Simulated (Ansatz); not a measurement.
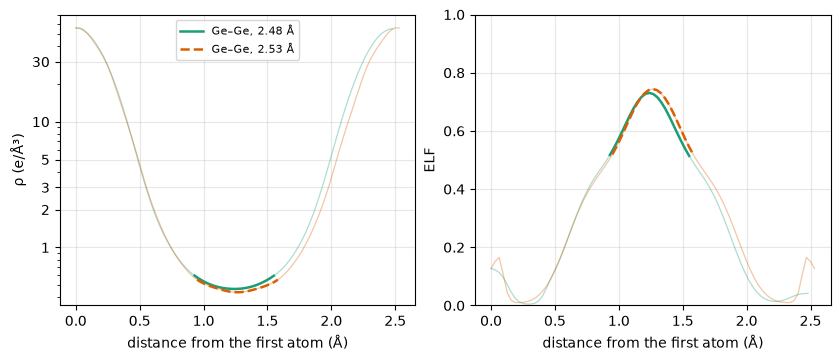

The picture shows: Ge. Valence pseudo-density and ELF along straight lines between neighbouring atoms. Thin, pale parts lie inside the atomic spheres.

Space group R-3; a structure from a database of computed crystals, not necessarily the ambient phase.

The calculation used DFT PBEsol, scalar-relativistic, plane waves, PAW in Ansatz 0.2.0.

Core electrons are frozen (PAW), and the valence fields are smoothed inside the atomic spheres.

```
Ge
1.0
     9.84607    0.00000    0.00000
    -4.92304    8.52695    0.00000
     0.00000    0.00000    5.85934
Ge
24
Direct
  0.66667 0.33333 0.04931
  0.33333 0.66667 0.38264
  0.00000 0.00000 0.71598
  0.00000 0.00000 0.28402
  0.66667 0.33333 0.61736
  0.33333 0.66667 0.95069
  0.93344 0.56298 0.09666
  0.60011 0.89631 0.42999
  0.26677 0.22965 0.76332
  0.43702 0.37046 0.09666
  0.10369 0.70379 0.42999
  0.77035 0.03713 0.76332
  0.62954 0.06656 0.09666
  0.29621 0.39989 0.42999
  0.96287 0.73323 0.76332
  0.73323 0.77035 0.23668
  0.39989 0.10369 0.57001
  0.06656 0.43702 0.90334
  0.22965 0.96287 0.23668
  0.89631 0.29621 0.57001
  0.56298 0.62954 0.90334
  0.03713 0.26677 0.23668
  0.70379 0.60011 0.57001
  0.37046 0.93344 0.90334
```

**Compare the contacts.**

Ge–Ge (2.48 Å): the density is about 0.47 e/Å³ at the midpoint; the ELF peaks at about 0.75 between the atoms.
Ge–Ge (2.53 Å): ρ is about 0.44 e/Å³ halfway; the ELF peaks at about 0.75 between the atoms.
